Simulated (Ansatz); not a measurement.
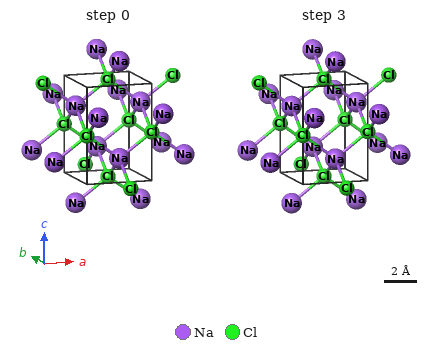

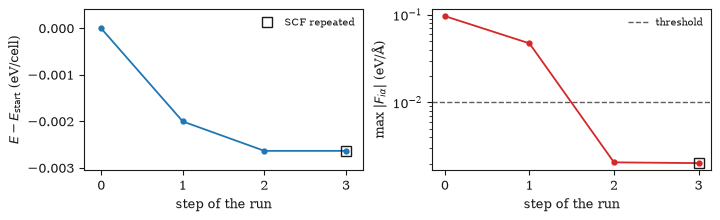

First and last geometry of a relaxation of crystalline NaCl (a generated structure, set up in Imm2), with the history of the run. A ball-and-stick model of the conventional cell (2 times the calculation's cell), seen slightly off an axis. Lengths and directions refer to the drawn axes.

The run lets the atoms move in a fixed cell, from this start: strain = -0.04. The cell is held at a strain of −4.0 % (one member of a series).

Computed with Kohn-Sham DFT of a periodic cell, PBE, Ansatz PAW (Ansatz 0.2.0).

Input
```yaml
crystal:
  lattice:
    - [-0.0625146, 3.12573, 3.12573]
    - [3.12573, -0.0625146, 3.12573]
    - [3.0632154, 3.0632154, 0.0]
  atoms:
    - { symbol: Na, position: [0.25, 0.25, 0.25] }
    - { symbol: Cl, position: [0.5, 0.5, 0.5] }
hamiltonian:
  xc: pbe
  pseudopotentials: { kind: paw }
kpoints:
  mp_grid: { grid: [7, 7, 7] }
scf:
  occupations: { method: fermi_dirac, width: 0.05 }
output:
  forces: true
  stress: true
  eigenvalues: true
relax:
  f_tol: 0.01
  max_steps: 40
```

Run as
```bash
ansatz run input.yaml --threads 2 --pin off --max-ram 5632MiB --backend cpu --events-out ev --progress --plain --runs-dir out
```

**Did the run converge, and what did it change?**

It converged. The energy falls by 2.6 meV per cell of the calculation in 2 accepted moves (3 points after the start). The largest force component goes from 0.097 to 0.002 eV/Å. 1 step only repeated the SCF at the same geometry. The largest moves, 0.027 Å, are those of Na and Cl atoms. By element the largest moves are Na 0.027 Å, Cl 0.027 Å. The cell stays as it was. Some distances before and after: Cl–Na 2.671 → 2.703 Å, Cl–Na 2.743 → 2.713 Å. The space group stays Imm2 (No. 44).

```
step  E − E(0), meV/atom  largest force component, eV/Å                         note
   0                0.00                         0.0968                             
   1               -1.00                         0.0473                             
   2               -1.32                         0.0021                             
   3               -1.32                         0.0020  same geometry, SCF repeated
```
